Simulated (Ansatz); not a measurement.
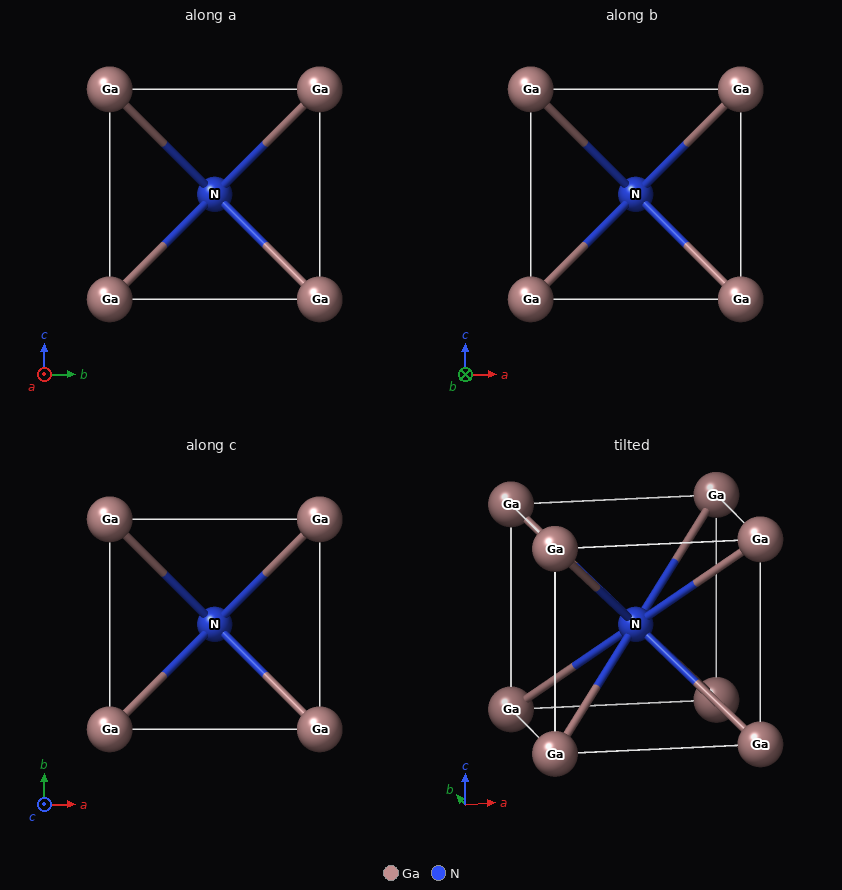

An orthographic ball-and-stick view of the structure, along the a axis, along the b axis, along the c axis and slightly off an axis. The lines enclose the conventional unit cell; boundary atoms appear with their images.

Lattice parameters: a = 2.7615 Å, b = 2.7615 Å, c = 2.7615 Å, α = 90.000°, β = 90.000°, γ = 90.000°.

> From the views, write a CIF with its space group and independent sites.

```cif
data_structure
_symmetry_space_group_name_H-M 'P m -3 m'
_symmetry_Int_Tables_number 221
_cell_length_a 2.7615
_cell_length_b 2.7615
_cell_length_c 2.7615
_cell_angle_alpha 90.000
_cell_angle_beta 90.000
_cell_angle_gamma 90.000
_cell_volume 21.06
loop_
_atom_site_label
_atom_site_type_symbol
_atom_site_symmetry_multiplicity
_atom_site_Wyckoff_symbol
_atom_site_fract_x
_atom_site_fract_y
_atom_site_fract_z
_atom_site_occupancy
Ga1 Ga 1 a 0.0000 0.0000 0.0000 1
N1 N 1 b 0.5000 0.5000 0.5000 1
```

The initial geometry was a structure type filled with these elements by a generator (whether the compound takes this form wasn't checked). Earlier steps of the study, as a rule a relaxation of our own, may have changed the cell and positions, so they can lie some per cent off the listed ones. It was the input of a calculation with Ansatz.

At this level of theory the run's own cell isn't at rest (stretched, at -13 GPa), so its distances can differ from those at equilibrium, the more so the softer the solid.
